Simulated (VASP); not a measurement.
## Run report: SiO2, molecular dynamics (part 6 of 8)

SiO2 (disordered cell, 24 atoms in the cell); Kohn-Sham DFT of a periodic cell, PBE, VASP PAW PBE potentials, recommended, no spin polarisation (VASP 6.6.1); cutoff 520 eV, 1×1×1 k-mesh, fermi-dirac of 0.2585 eV. It belongs to a series of runs on one base structure; here: Langevin dynamics at 3000 K from the last frame before.

Geometry of the input (Å; fractional positions):
```
7.3166  0.0184  -0.3035
0.0184  7.3674  -0.1003
-0.3035  -0.1003  6.9127
Si 0.2587  0.3610  0.9802
Si 0.9339  0.1359  0.8883
Si 0.3110  0.1783  0.6836
Si 0.4163  0.5781  0.6314
Si 0.8089  0.7179  0.7592
Si 0.0997  0.8541  0.5153
Si 0.7220  0.2926  0.5010
Si 0.0731  0.6487  0.1164
O  0.3345  0.0363  0.4933
O  0.0598  0.1541  0.7036
O  0.9376  0.6087  0.9325
O  0.2508  0.5073  0.1762
O  0.6686  0.1608  0.3089
O  0.3614  0.3587  0.5393
O  0.2354  0.6957  0.4957
O  0.6960  0.5157  0.5093
O  0.6932  0.2316  0.7433
O  0.0417  0.2225  0.0614
O  0.8247  0.9222  0.8681
O  0.9265  0.7653  0.5928
O  0.9920  0.8296  0.2659
O  0.3084  0.5046  0.8203
O  0.3721  0.1686  0.9112
O  0.5978  0.6893  0.7164
```

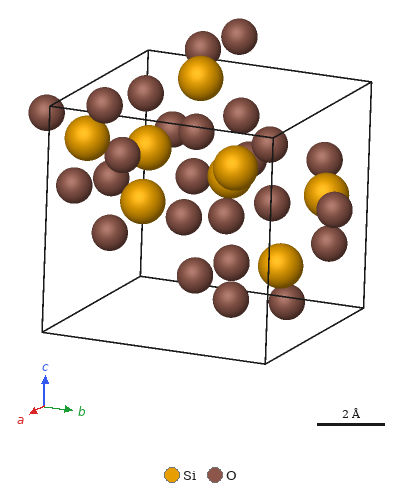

**Figure 1.** The geometry at step 10 of the log (spheres-only view of the cell of the calculation, seen slightly off an axis; bonded neighbours outside the cell are drawn too).

Trajectory as extended XYZ, continued
```
24
Lattice="7.3166 0.0184 -0.3035 0.0184 7.3674 -0.1003 -0.3035 -0.1003 6.9127" Properties=species:S:1:pos:R:3:forces:R:3 step=4 energy=-167.89835 temperature=3216.5
Si    1.5524    2.4507    6.6611   -1.7618   0.7077   0.1912
Si    6.5340    0.8107    5.8126    0.6962   7.1196  -2.7695
Si    2.1325    1.1513    4.5264   -2.0838   0.6003   1.0593
Si    2.8312    4.2156    4.0890   -2.0728  -5.2771   1.9678
Si    5.6117    5.2998    4.9818    1.4316   1.5478   1.5540
Si    0.6405    6.2805    3.4733    0.1844   0.2438  -3.8061
Si    5.0206    2.1051    3.3225   -0.0500  -0.5611   0.0053
Si    0.5832    4.7456    0.8034   -6.7679   5.7417  -1.0620
O     2.2519    0.1041    3.3799   -2.2153  -3.6655  -0.2803
O     0.3413    1.1512    4.8007   -0.7477  -1.6630   0.5959
O     6.5050    4.5103    6.0680    2.0423  -2.2497   3.3608
O     1.6853    3.7414    1.0949    2.6164  -3.1893  -0.3586
O     4.7929    1.1399    2.1687    0.0379  -1.2406  -1.6090
O     2.2858    2.4944    3.7277    3.2939   3.6918  -2.1984
O     1.7730    5.0921    3.2987   -0.4139  -0.0234   0.0081
O     5.0849    3.6454    3.2279   -0.2758   1.3760  -1.0082
O     4.9594    1.6007    4.8231    2.3083  -1.4254   3.1528
O     0.2499    1.7843    0.4397    1.2477   0.1138  -2.4692
O     6.0207    6.7997    5.8554   -2.8110  -4.5006  -0.0401
O     6.5709    5.5831    3.7646    2.5773   1.5429  -1.6908
O     7.1827    6.2209    1.4228    3.7868  -2.9815   0.2154
O     1.8078    3.7002    5.5201    0.2327   0.4095   2.6278
O     2.4335    1.0742    6.1800   -0.0101   1.6756   0.4697
O     4.0860    4.9543    4.7448   -1.2491   2.0046   2.0776
24
Lattice="7.3166 0.0184 -0.3035 0.0184 7.3674 -0.1003 -0.3035 -0.1003 6.9127" Properties=species:S:1:pos:R:3:forces:R:3 step=5 energy=-167.63596 temperature=3028.6
Si    1.5366    2.4354    6.6715   -2.1706   1.3274   0.0215
Si    6.5278    0.8028    5.7890    2.0012   9.9524  -2.7099
Si    2.1485    1.1416    4.5153   -2.3990   0.6446   1.8245
Si    2.8134    4.1917    4.0643   -0.5536  -5.4322   3.5731
Si    5.5948    5.3098    5.0225    1.8619   1.5278   0.2106
Si    0.6546    6.2911    3.4739    0.5422  -0.1022  -3.6456
Si    4.9831    2.0981    3.3497    0.5366   0.5621  -0.3986
Si    0.5848    4.7518    0.8425   -7.1972   6.0126  -1.6574
O     2.2305    0.0624    3.3989   -2.0704  -3.2550  -0.4292
O     0.3604    1.1409    4.7848   -1.0657  -1.8453   0.7403
O     6.4961    4.5293    6.0973    1.9477  -2.2599   3.3466
O     1.6617    3.7337    1.1043    3.1747  -3.4310  -0.0402
O     4.7899    1.1332    2.2284   -0.3780  -2.3251  -2.9148
O     2.2416    2.5060    3.7478    3.5061   3.2327  -2.3374
O     1.8267    5.0944    3.3116   -2.2618   1.3436  -1.1335
O     5.1071    3.6253    3.2375   -0.5623   2.0647  -0.7676
O     5.0033    1.5873    4.8090    2.1742  -1.9769   4.8674
O     0.2590    1.8122    0.4525    0.8902  -0.4598  -3.2321
O     6.0488    6.8256    5.8971   -3.7811  -6.9496   0.0965
O     6.5910    5.5888    3.7611    1.5168   1.3078  -0.3287
O     7.1931    6.2261    1.3967    3.9470  -3.0471   0.7126
O     1.7477    3.7263    5.5316    0.5144  -0.0917   2.5630
O     2.4116    1.0695    6.1986    0.3563   1.5071  -0.1160
O     4.0509    4.9649    4.7731   -0.5339   1.6933   1.7556
24
Lattice="7.3166 0.0184 -0.3035 0.0184 7.3674 -0.1003 -0.3035 -0.1003 6.9127" Properties=species:S:1:pos:R:3:forces:R:3 step=6 energy=-167.93825 temperature=2969.2
Si    1.5095    2.4083    6.6746   -2.2509   2.2592   0.1647
Si    6.5233    0.8153    5.7643    1.7211   9.2557  -2.6689
Si    2.1613    1.1354    4.5207   -2.6516   0.1977   1.1873
Si    2.7922    4.1675    4.0563    0.5016  -5.3620   4.7264
Si    5.5854    5.3254    5.0523    1.6553   1.1842  -0.4273
Si    0.6747    6.3096    3.4675    0.7335  -0.5813  -3.4272
Si    4.9450    2.0862    3.3708    0.9184   2.1432  -0.4661
Si    0.5715    4.7608    0.8814   -6.1912   4.9097  -1.9255
O     2.2066    0.0212    3.4001   -2.0015  -1.9451   0.2344
O     0.3679    1.1249    4.7790   -0.9843  -1.8841   0.6516
O     6.4965    4.5397    6.1246    1.6228  -2.1841   3.0536
O     1.6509    3.7123    1.1199    2.4508  -2.6047  -0.0917
O     4.7850    1.1300    2.2724   -0.7570  -3.4819  -4.1930
O     2.1950    2.5196    3.7629    3.6146   2.3116  -2.2191
O     1.8678    5.0948    3.3159   -3.5761   2.3352  -2.0020
O     5.1278    3.6078    3.2488   -0.8217   2.4066  -0.4287
O     5.0565    1.5808    4.8023    2.2050  -2.4340   6.2305
O     0.2719    1.8319    0.4386    0.5288  -0.8395  -3.3550
O     6.0682    6.8303    5.9423   -3.6026  -6.2391  -0.0255
O     6.6215    5.6004    3.7606    0.7833   1.1579   0.5200
O     7.1991    6.2153    1.3818    3.9966  -2.8384   1.1053
O     1.6986    3.7406    5.5539    0.7435  -0.5503   2.3031
O     2.4006    1.0591    6.2110    0.6143   1.3380  -0.4307
O     3.9973    4.9871    4.8144    0.7543   1.4441   1.4812
24
Lattice="7.3166 0.0184 -0.3035 0.0184 7.3674 -0.1003 -0.3035 -0.1003 6.9127" Properties=species:S:1:pos:R:3:forces:R:3 step=7 energy=-168.56279 temperature=3116.7
Si    1.4901    2.3923    6.6770   -2.2383   3.0489   0.3052
Si    6.5183    0.8464    5.7338    0.8024   6.3082  -1.9787
Si    2.1714    1.1286    4.5170   -2.9503  -0.3296   0.8120
Si    2.7675    4.1449    4.0698    0.8091  -4.7177   5.3325
Si    5.5791    5.3436    5.0649    1.2849   0.8108  -0.2971
Si    0.6996    6.3295    3.4626    0.4412  -1.3869  -3.1754
Si    4.9032    2.0775    3.3957    1.3127   4.0384  -0.2663
Si    0.5431    4.7747    0.9081   -4.8630   3.3585  -2.1983
O     2.1801   -0.0252    3.3941   -1.7255  -0.3993   0.8640
O     0.3750    1.1195    4.7659   -0.8269  -1.9075   0.5595
O     6.4913    4.5413    6.1428    1.2827  -2.1105   2.7740
O     1.6386    3.6994    1.1353    1.5664  -1.6712  -0.2360
O     4.7763    1.1121    2.3188   -1.0121  -4.1328  -4.7320
O     2.1600    2.5305    3.7789    3.6700   1.5714  -2.0693
O     1.9064    5.0945    3.3047   -4.2481   2.6896  -2.4031
O     5.1529    3.6144    3.2528   -1.1483   1.3865  -0.0419
O     5.1141    1.5815    4.8178    2.1660  -2.3384   6.3603
O     0.2785    1.8507    0.4203    0.2100  -1.1445  -3.3514
O     6.0821    6.8209    5.9854   -2.7457  -3.4195  -0.6349
O     6.6434    5.6187    3.7766    0.8347   1.2226   0.4598
O     7.2088    6.1962    1.3728    3.8185  -2.3476   1.5513
O     1.6528    3.7701    5.5786    1.0280  -1.0571   1.8629
O     2.3957    1.0516    6.2181    0.7305   1.2961  -0.7530
O     3.9423    5.0080    4.8557    1.8205   1.2332   1.2635
24
Lattice="7.3166 0.0184 -0.3035 0.0184 7.3674 -0.1003 -0.3035 -0.1003 6.9127" Properties=species:S:1:pos:R:3:forces:R:3 step=9 energy=-169.65716 temperature=3245.8
Si    1.4449    2.3961    6.6780   -1.2046   3.8343   0.7636
Si    6.5110    0.9248    5.6764    1.0246   0.0478   0.8165
Si    2.1953    1.1152    4.5237   -3.4987  -0.5100   0.5199
Si    2.7313    4.0704    4.0903    0.2154  -0.2287   5.0406
Si    5.5616    5.4087    5.0800    1.7378  -0.2472   0.8646
Si    0.7776    6.3733    3.4361   -2.3915  -3.7948  -2.2288
Si    4.8340    2.0898    3.4610    2.0050   1.8472  -1.1766
Si    0.4776    4.7851    0.9549   -2.3456   0.7891  -2.2695
O     2.1607    7.2678    3.3133    0.2002   2.8740   1.2532
O     0.3798    1.0907    4.7374   -0.1654  -1.6827   0.2373
O     6.4968    4.5301    6.2254   -0.2684  -1.4966   0.9286
O     1.6171    3.6758    1.1659    0.3801  -0.3224  -0.1130
O     4.7432    1.0557    2.3650   -0.9818  -1.6901  -1.4015
O     2.1211    2.5581    3.7965    3.1027  -0.7169  -1.5631
O     1.9611    5.1056    3.2702   -3.3330   0.7929  -1.4159
O     5.1840    3.6229    3.2549   -1.6179   0.3681   0.5258
O     5.2308    1.5897    4.9136   -0.2256  -0.2481   2.3469
O     0.2983    1.9045    0.3676   -1.0862  -2.1426  -2.9770
O     6.0871    6.7727    6.0407   -1.3841   2.0270  -1.7446
O     6.6782    5.6601    3.8204    1.2867   1.2094  -0.0177
O     7.2283    6.1614    1.3995    3.3822  -0.8945   2.2917
O     1.5867    3.8038    5.6741    1.7126  -1.6217  -0.0100
O     2.3882    1.0488    6.2366    0.7078   1.4466  -1.2804
O     3.8484    5.0629    4.9235    2.7646   0.3670   0.6019
24
Lattice="7.3166 0.0184 -0.3035 0.0184 7.3674 -0.1003 -0.3035 -0.1003 6.9127" Properties=species:S:1:pos:R:3:forces:R:3 step=10 energy=-169.25644 temperature=2816.2
Si    1.4302    2.4053    6.6752   -0.4041   3.9389   0.8607
Si    6.5147    0.9587    5.6455    2.4935  -2.3308   2.6839
Si    2.1884    1.1071    4.5273   -3.4845  -0.5903   0.6419
Si    2.7168    4.0303    4.1079   -0.4007   2.6931   4.3132
Si    5.5522    5.4322    5.0713    2.0141  -0.2392   1.4669
Si    0.8139    6.3845    3.4188   -4.4112  -5.2078  -1.8750
Si    4.8047    2.0983    3.4930    2.3250   0.2957  -1.5925
Si    0.4441    4.7878    0.9769   -1.3435   0.1450  -2.0609
O     2.1451    7.2392    3.3306    1.7840   4.5842   1.2580
O     0.3645    1.0689    4.7314    0.7065  -1.4654  -0.2460
O     6.5063    4.5308    6.2684   -1.1683  -1.2509  -0.0980
O     1.5971    3.6735    1.1635    0.3219  -0.1770   0.1944
O     4.7346    1.0157    2.3869   -0.9228  -0.2951   0.1831
O     2.0980    2.5638    3.8032    2.6235  -1.7080  -1.4519
O     1.9631    5.1092    3.2501   -2.2862  -0.8886  -0.4828
O     5.1797    3.6271    3.2637   -1.7388   0.1643   0.6920
O     5.2816    1.5941    4.9623   -2.8876   1.4729  -0.2089
O     0.3089    1.9282    0.3159   -1.8126  -2.5991  -2.3780
O     6.0822    6.7698    6.0589   -1.1729   2.7637  -2.0551
O     6.6995    5.6793    3.8400    1.2115   1.0506  -0.1121
O     7.2438    6.1526    1.4235    3.1137  -0.2092   2.4944
O     1.5394    3.8246    5.7125    2.2339  -1.8208  -0.9719
O     2.4115    1.0433    6.2419    0.2698   1.8189  -1.5267
O     3.8056    5.1011    4.9504    2.9278  -0.1390   0.2668
24
Lattice="7.3166 0.0184 -0.3035 0.0184 7.3674 -0.1003 -0.3035 -0.1003 6.9127" Properties=species:S:1:pos:R:3:forces:R:3 step=11 energy=-168.53877 temperature=2481.6
Si    1.4273    2.4165    6.6775    0.3539   3.9190   0.9416
Si    6.5134    1.0005    5.6174    6.2226  -5.4963   5.2782
Si    2.1688    1.0963    4.5245   -3.4129  -0.2883   0.8669
Si    2.6986    4.0016    4.1312   -0.6818   4.8726   3.7780
Si    5.5588    5.4478    5.0612    1.8463  -0.0399   2.0349
Si    0.8329    6.3808    3.4022   -5.1397  -5.7254  -1.7114
Si    4.7903    2.1088    3.5163    2.5073  -1.2732  -1.5698
Si    0.4168    4.7867    0.9868   -0.4057  -0.2649  -1.5370
O     2.1456    7.2318    3.3435    2.3219   4.8833   1.0612
O     0.3507    1.0377    4.7246    1.4241  -1.2717  -0.8534
O     6.5269    4.5115    6.2977   -2.1736  -0.8782  -1.1658
O     1.5704    3.6735    1.1667    0.5227  -0.3045   0.4721
O     4.7348    0.9865    2.3998   -0.8300   0.7207   1.3608
O     2.1024    2.5634    3.7938    2.1367  -2.5148  -1.2793
O     1.9590    5.1063    3.2240   -1.5355  -1.9056   0.3520
O     5.1644    3.6260    3.2607   -1.6236   0.3211   0.8692
O     5.3271    1.5898    5.0258   -7.8022   4.3293  -3.8334
O     0.3238    1.9466    0.2577   -2.5479  -2.9939  -1.6294
O     6.0682    6.7711    6.0699   -0.9244   2.8900  -2.2522
O     6.7182    5.6834    3.8568    1.1954   0.9148  -0.2780
O    -0.0502    6.1199    1.7484    2.7459   0.4562   2.6217
O     1.4881    3.8292    5.7488    2.8082  -1.7224  -1.9921
O     2.4321    1.0482    6.2266   -0.0216   2.0369  -1.5013
O     3.7720    5.1354    4.9748    3.0064  -0.6544  -0.0406
24
Lattice="7.3166 0.0184 -0.3035 0.0184 7.3674 -0.1003 -0.3035 -0.1003 6.9127" Properties=species:S:1:pos:R:3:forces:R:3 step=12 energy=-167.94687 temperature=2441.9
Si    1.4338    2.4365    6.6774    0.7114   3.4911   1.3820
Si    6.5314    1.0273    5.5958    8.2652  -7.4717   6.3424
Si    2.1518    1.0807    4.5304   -3.2018   0.3343   0.9620
Si    2.6985    3.9780    4.1645   -1.0651   6.1586   3.0569
Si    5.5744    5.4524    5.0576    1.5866   0.2217   2.3046
Si    0.8480    6.3867    3.3863   -5.0522  -6.0231  -1.4629
Si    4.7680    2.1191    3.5306    2.7298  -2.2624  -1.2764
Si    0.3806    4.7845    1.0077    0.6213  -0.3846  -0.5963
O     2.1598    7.2425    3.3446    2.2417   4.1843   0.8128
O     0.3386    1.0046    4.7063    2.1396  -1.1820  -1.3669
O     6.5262    4.4924    6.3432   -3.1221  -0.5894  -2.3533
O     1.5436    3.6760    1.1603    0.6102  -0.4230   0.8677
O     4.7395    0.9688    2.4188   -0.8173   1.1722   1.7880
O     2.1113    2.5570    3.7761    1.8954  -2.9091  -0.8820
O     1.9527    5.0845    3.1990   -1.0860  -1.9908   1.1341
O     5.1552    3.6232    3.2661   -1.5004   0.6328   0.9168
O     5.3524    1.5915    5.0745  -11.2137   6.1224  -5.7863
O     0.3332    1.9588    0.1914   -2.6565  -3.0836  -0.8073
O     6.0631    6.7765    6.0548   -0.6868   2.6948  -2.0162
O     6.7358    5.6986    3.8759    1.2206   0.6318  -0.4562
O    -0.0322    6.1189    1.7838    2.4626   0.7847   2.3621
O     1.4437    3.8287    5.7870    3.3638  -1.2512  -3.1986
O     2.4577    1.0574    6.2196   -0.3634   2.1831  -1.5068
O     3.7592    5.1593    4.9976    2.9264  -1.0356  -0.2308
24
Lattice="7.3166 0.0184 -0.3035 0.0184 7.3674 -0.1003 -0.3035 -0.1003 6.9127" Properties=species:S:1:pos:R:3:forces:R:3 step=13 energy=-168.17785 temperature=2414.5
Si    1.4418    2.4583    6.6823    1.6138   3.0981   1.6208
Si    6.5691    1.0441    5.5873    5.2334  -7.1030   4.9224
Si    2.1369    1.0583    4.5348   -2.8505   1.0083   1.3020
Si    2.6982    3.9648    4.2099   -1.5724   6.2464   2.2330
Si    5.5929    5.4561    5.0476    1.2887   0.4515   2.6463
Si    0.8701    6.3845    3.3718   -4.9942  -6.2259  -1.1843
Si    4.7604    2.1238    3.5372    2.5467  -3.5048  -0.8856
Si    0.3473    4.7818    1.0353    1.4131  -0.6618  -0.0873
O     2.1674    7.2592    3.3324    2.2420   3.4566   0.4943
O     0.3390    0.9642    4.6944    2.4831  -1.0372  -1.7363
O     6.5172    4.4801    6.3865   -3.7809  -0.4510  -3.3504
O     1.5066    3.6709    1.1452    0.8399  -0.4435   1.4384
O     4.7394    0.9602    2.4369   -0.7681   1.2821   1.8238
O     2.1260    2.5335    3.7689    2.0350  -2.2660  -0.5116
O     1.9497    5.0659    3.1746   -0.6566  -2.1242   1.8713
O     5.1126    3.6114    3.2778   -1.1868   1.7363   0.7913
O     5.3361    1.5972    5.1065   -9.4011   5.2490  -5.0253
O     0.3563    1.9698    0.1332   -3.1720  -3.2827   0.0798
O     6.0646    6.7806    6.0409   -0.4649   2.6058  -1.7342
O     6.7612    5.7249    3.8961    1.1991   0.2436  -0.6452
O    -0.0041    6.1106    1.8195    2.0458   1.3034   2.1251
O     1.4240    3.8255    5.8150    3.7428  -0.4978  -4.2869
O     2.4846    1.0770    6.2145   -0.6956   2.1601  -1.5173
O     3.7496    5.1757    5.0225    2.8683  -1.2390  -0.3699
24
Lattice="7.3166 0.0184 -0.3035 0.0184 7.3674 -0.1003 -0.3035 -0.1003 6.9127" Properties=species:S:1:pos:R:3:forces:R:3 step=15 energy=-169.91845 temperature=2896.0
Si    1.4701    2.4893    6.6925    2.6553   2.7865   1.6582
Si    6.6254    1.0599    5.5873   -2.9561  -5.8632   0.6804
Si    2.0911    1.0265    4.5295   -1.8844   1.8331   1.7911
Si    2.6877    3.9635    4.2791   -1.4332   5.0993   1.2900
Si    5.6575    5.4710    5.0718   -0.3386   0.4992   2.7306
Si    0.9022    6.3591    3.3370   -3.0490  -4.8006   0.5794
Si    4.7821    2.1209    3.5350    1.7481  -4.5611  -0.5331
Si    0.2915    4.7858    1.0834    2.6607  -2.1294  -0.3022
O     2.2352    7.2689    3.3353    0.7900   1.0339  -0.3118
O     0.3476    0.8199    4.6673    2.0389  -0.2231  -1.5492
O     6.4659    4.4783    6.4476   -3.6724  -0.2638  -3.7642
O     1.4728    3.6571    1.1407    0.4570   0.0783   1.4208
O     4.7519    0.9551    2.4625   -0.5023   0.9704   1.2620
O     2.1779    2.4800    3.7577    2.1754  -0.6584   0.0538
O     1.9412    5.0192    3.1602   -0.4804  -1.7465   2.4404
O     5.0127    3.6006    3.2801   -0.8412   3.3041   0.4447
O     5.2457    1.6315    5.1154   -2.1343   2.1834  -2.1264
O     0.3944    1.9763    0.0467   -3.1394  -2.6360   1.4324
O     6.0589    6.8079    6.0128    0.0314   2.9571  -0.6165
O     6.7663    5.8039    3.9401    1.8394  -0.6417  -1.5922
O     0.0606    6.0948    1.8908    0.9500   2.0852   0.9995
O     1.4217    3.8120    5.7934    3.7228   0.2695  -4.5164
O     2.5068    1.1178    6.1747   -1.0794   2.1085  -0.8934
O     3.7679    5.2173    5.0684    2.4575  -1.6817  -0.5658
24
Lattice="7.3166 0.0184 -0.3035 0.0184 7.3674 -0.1003 -0.3035 -0.1003 6.9127" Properties=species:S:1:pos:R:3:forces:R:3 step=16 energy=-170.77011 temperature=2948.7
Si    1.4841    2.5059    6.7035    2.1756   2.1364   1.5128
Si    6.6530    1.0557    5.5916   -6.0008  -5.9256  -1.6874
Si    2.0713    1.0167    4.5289   -1.1634   1.8428   1.1824
Si    2.6755    3.9721    4.3079   -0.8682   4.0427   1.0382
Si    5.6860    5.4841    5.1059   -0.9353   0.3978   2.1652
Si    0.9127    6.3362    3.3214   -1.3332  -3.7360   2.0159
Si    4.8002    2.1226    3.5372    1.1518  -4.1777  -0.3222
Si    0.2638    4.7838    1.0915    2.8848  -2.1812  -0.0704
O     2.2788    7.2648    3.3343   -0.1441   0.1263  -0.3457
O     0.3644    0.7509    4.6479    1.3054   0.3229  -0.9277
O     6.4235    4.4587    6.4623   -3.2364   0.0798  -3.4331
O     1.4461    3.6241    1.1533    0.1545   0.7062   1.2530
O     4.7361    0.9624    2.4946   -0.2782   0.2997   0.4165
O     2.2228    2.4570    3.7478    2.0097  -0.0539   0.4237
O     1.9470    4.9820    3.1728   -0.8670  -1.0498   2.1784
O     4.9619    3.6022    3.2832   -0.7208   3.8144   0.2159
O     5.1950    1.6555    5.0993    0.7035   0.8754  -0.6346
O     0.3879    1.9743    0.0123   -1.5515  -1.3390   2.2150
O     6.0645    6.8345    6.0267    0.1809   2.7268  -0.3805
O     6.7709    5.8366    3.9572    1.7210  -1.0924  -1.5072
O     0.0946    6.1008    1.9253    0.2829   1.3370  -0.6764
O     1.4371    3.8071    5.7742    3.4188   0.4002  -4.0268
O     2.5211    1.1452    6.1442   -1.3115   2.0846  -0.1640
O     3.7680    5.2239    5.0859    2.4102  -1.6323  -0.4381
```
